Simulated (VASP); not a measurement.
## Two runs on GaN

System: GaN (slab, 8 atoms in the cell).
Method of run A: Kohn-Sham DFT of a periodic cell, PBEsol, VASP PAW PBE potentials, recommended, no spin polarisation (VASP 6.6.1).

The structure derives from an entry of the Crystallography Open Database. 

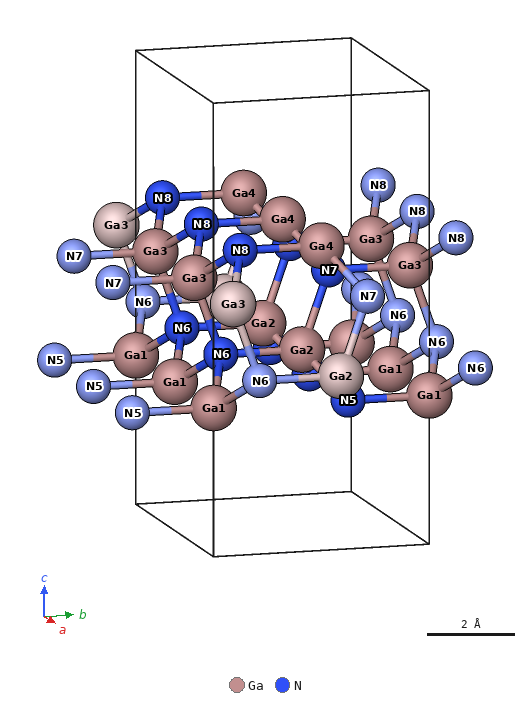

The structure (ball-and-stick view of the 2 × 1 repeat of the cell, with the vacuum cut short, seen slightly off an axis; neighbours outside the cell are drawn fainter; atoms are numbered from 1 in the order of the input). Near neighbours in the crystal (not all of them lie inside the picture): Ga has 3 N at 1.94 to 1.95 Å; Ga has 4 N at 1.94 to 1.95 Å; N has 3 Ga at 1.94 to 1.95 Å; N has 4 Ga at 1.94 to 1.95 Å.

### INCAR, run A
```
SYSTEM = GaN
  PREC = Accurate
  ENCUT = 520
  EDIFF = 1E-6
  ISMEAR = 0
  SIGMA = 0.03
  LREAL = .False.
  LASPH = .True.
  NELM = 80
  ALGO = Normal
  ISIF = 2
  LWAVE = .False.
  LCHARG = .False.
  LDIPOL = .True.
  IDIPOL = 3
  DIPOL = 0.5 0.5 0.500
  GGA = PS
  NBANDS = 46
  LVHAR = .True.
  LVACPOTAV = .True.
  ICORELEVEL = 1
  KPAR = 4
```

### KPOINTS, run A
```
regular mesh
0
Gamma
  8 5 1
  0 0 0
```

### POSCAR, run A
```
GaN
1.0
    3.1802300300      0.0000000000      0.0000000000
    0.0000000000      5.1832170000      0.0000000000
    0.0000000000      0.0000000000     18.6722151400
Ga N
4 4
Direct
    0.9999994900      0.0007600000      0.4016663200
    0.5000004900      0.5007600000      0.4508332400
    0.4999994800      0.0007600000      0.5491667600
    0.0000004800      0.5007600000      0.5983336800
    0.9999994900      0.6242400000      0.4016663200
    0.5000004900      0.1242400000      0.4508332400
    0.4999994800      0.6242400000      0.5491667600
    0.0000004800      0.1242400000      0.5983336800
```

Launched with:
```bash
cat potpaw_PBE.64/Ga_d/POTCAR potpaw_PBE.64/N/POTCAR > POTCAR
mpirun -np 4 vasp_std > vasp.out
```

Hardware: 4 threads of Intel Xeon (Granite Rapids), 64 GiB of memory available, shared host.

### OSZICAR and lines of OUTCAR (run A)
```
N       E                     dE             d eps       ncg     rms          rms(c)
DAV:   1     0.743230931718E+03    0.74323E+03   -0.33750E+04  1460   0.184E+03
DAV:   2     0.870313567939E+02   -0.65620E+03   -0.62964E+03  1676   0.510E+02
DAV:   3    -0.438374379190E+02   -0.13087E+03   -0.12864E+03  1656   0.185E+02
DAV:   4    -0.571307019237E+02   -0.13293E+02   -0.13190E+02  1916   0.597E+01
DAV:   5    -0.574489454703E+02   -0.31824E+00   -0.31744E+00  1928   0.999E+00    0.154E+01
DAV:   6    -0.480163558023E+02    0.94326E+01   -0.34121E+01  2570   0.717E+01    0.484E+00
DAV:   7    -0.482067205044E+02   -0.19036E+00   -0.53152E+00  1576   0.129E+01    0.403E+00
[...]
DAV:  17    -0.479856912494E+02   -0.87836E-04   -0.20365E-04  1566   0.807E-02    0.255E-02
DAV:  18    -0.479858699276E+02   -0.17868E-03   -0.87442E-05  1866   0.156E-01    0.104E-02
DAV:  19    -0.479860750138E+02   -0.20509E-03   -0.26972E-05  1628   0.307E-02    0.137E-02
DAV:  20    -0.479862217371E+02   -0.14672E-03   -0.19706E-05  1534   0.446E-02    0.553E-03
DAV:  21    -0.479862758080E+02   -0.54071E-04   -0.58638E-06  1492   0.243E-02    0.287E-03
DAV:  22    -0.479863037949E+02   -0.27987E-04   -0.26811E-06  1182   0.118E-02    0.175E-03
DAV:  23    -0.479863105552E+02   -0.67603E-05   -0.75528E-07  1174   0.693E-03    0.756E-04
DAV:  24    -0.479863128781E+02   -0.23229E-05   -0.22954E-07  1082   0.283E-03    0.424E-04
DAV:  25    -0.479863138256E+02   -0.94749E-06   -0.88033E-08  1132   0.239E-03
   1 F= -.47986314E+02 E0= -.47986314E+02  d E =-.535041E-17
[... from OUTCAR:]
  free energy    TOTEN  =       -47.98631383 eV
  energy without entropy =      -47.98631383  energy(sigma->0) =      -47.98631383
 E-fermi :  -1.6527     XC(G=0):  -4.3656     alpha+bet : -3.9795
  free  energy   TOTEN  =       -47.9863138256 eV
  energy  without entropy=      -47.9863138256  energy(sigma->0) =      -47.98631383
```

The input of run B differs as follows (lines with − go, lines with + come):
```diff
-GaN
+GaN                                     
-Ga N
-4 4
+  Ga              N             
+     4     4
-    0.9999994900      0.0007600000      0.4016663200
-    0.5000004900      0.5007600000      0.4508332400
-    0.4999994800      0.0007600000      0.5491667600
-    0.0000004800      0.5007600000      0.5983336800
-    0.9999994900      0.6242400000      0.4016663200
-    0.5000004900      0.1242400000      0.4508332400
-    0.4999994800      0.6242400000      0.5491667600
-    0.0000004800      0.1242400000      0.5983336800
+     0.9999994900000004    0.9779468618825903    0.4194187199959210
+     0.5000004899999979    0.5037442462463337    0.4400175676413289
+     0.4999994799999996    0.0037442462463335    0.5599824323586708
+     0.0000004799999971    0.4779468618825906    0.5805812800040788
+     0.9999994900000004    0.6329448759030075    0.4025362199456015
+     0.5000004899999979    0.1353640159680685    0.4492163171879713
+     0.4999994799999996    0.6353640159680682    0.5507836828120288
+     0.0000004799999971    0.1329448759030075    0.5974637800543985
```

How does run B compare with run A?

With the same functional and potentials, run B lies 150.9 meV per atom lower. The gap on the mesh goes from 0.38 to 1.93 eV. The largest force goes from 2.512 to 0.017 eV/Å. The number of SCF iterations is the same.

### OSZICAR and lines of OUTCAR (run B)
```
N       E                     dE             d eps       ncg     rms          rms(c)
DAV:   1     0.748059998998E+03    0.74806E+03   -0.33915E+04  1498   0.186E+03
DAV:   2     0.861469391713E+02   -0.66191E+03   -0.63441E+03  1678   0.513E+02
DAV:   3    -0.459283378684E+02   -0.13208E+03   -0.13013E+03  1662   0.186E+02
DAV:   4    -0.582174561708E+02   -0.12289E+02   -0.12188E+02  1896   0.589E+01
DAV:   5    -0.585562318114E+02   -0.33878E+00   -0.33815E+00  1866   0.102E+01    0.157E+01
DAV:   6    -0.491243207280E+02    0.94319E+01   -0.30216E+01  2578   0.654E+01    0.455E+00
DAV:   7    -0.494036907260E+02   -0.27937E+00   -0.59081E+00  1564   0.131E+01    0.413E+00
[...]
DAV:  17    -0.491928790564E+02   -0.18152E-03   -0.20165E-04  1684   0.173E-01    0.941E-03
DAV:  18    -0.491929876346E+02   -0.10858E-03   -0.59835E-05  2258   0.731E-02    0.144E-02
DAV:  19    -0.491931923933E+02   -0.20476E-03   -0.33190E-05  1690   0.517E-02    0.507E-03
DAV:  20    -0.491932801452E+02   -0.87752E-04   -0.63435E-06  1522   0.450E-02    0.514E-03
DAV:  21    -0.491933915964E+02   -0.11145E-03   -0.14328E-05  1738   0.501E-02    0.668E-03
DAV:  22    -0.491934106092E+02   -0.19013E-04   -0.22222E-06  1274   0.200E-02    0.227E-03
DAV:  23    -0.491934197710E+02   -0.91617E-05   -0.10455E-06  1110   0.108E-02    0.900E-04
DAV:  24    -0.491934245401E+02   -0.47691E-05   -0.53416E-07  1124   0.798E-03    0.284E-04
DAV:  25    -0.491934253475E+02   -0.80746E-06   -0.11340E-07  1126   0.289E-03
   1 F= -.49193425E+02 E0= -.49193425E+02  d E =-.833042E-12
[... from OUTCAR:]
  free energy    TOTEN  =       -49.19342535 eV
  energy without entropy =      -49.19342535  energy(sigma->0) =      -49.19342535
 E-fermi :  -2.4380     XC(G=0):  -4.2112     alpha+bet : -3.9795
  free  energy   TOTEN  =       -49.1934253475 eV
  energy  without entropy=      -49.1934253475  energy(sigma->0) =      -49.19342535
```

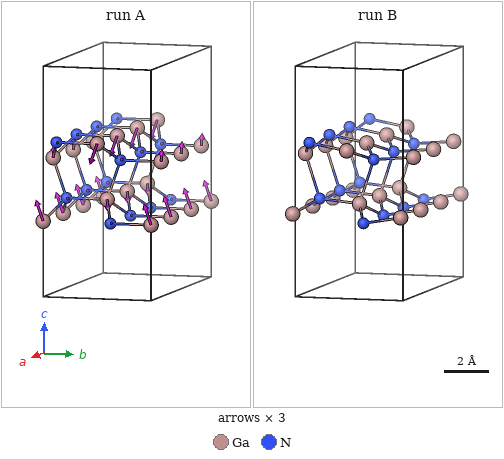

The two input geometries at one scale (ball-and-stick view of the 3 × 1 repeat of the cell, with the vacuum cut short, seen slightly off an axis). The pink arrows on the first give the shifts of the atoms relative to the cell, with their mean removed, magnified 3 times. The largest moves, 0.35 Å, are those of Ga atoms. Largest moves by element: Ga 0.35 Å, N 0.07 Å. (The mean shift of all atoms is removed.) The cell doesn't change. Among the contacts that change: Ga–N 1.944 → 2.178 Å, Ga–N 1.952 → 1.816 Å, Ga–N 1.944 → 1.862 Å, Ga–N 1.952 → 1.917 Å.

### The two runs side by side

| quantity | run A | run B |
| --- | --- | --- |
| outcome | converged | converged |
| free energy per atom (eV) | −5.9983 | −6.1492 |
| gap on the mesh (eV) | 0.38 | 1.93 |
| largest force (eV/Å) | 2.512 | 0.017 |
| SCF iterations | 25 | 25 |
| irreducible k-points | 15 | 15 |
| plane waves at Γ | 8320 | 8320 |
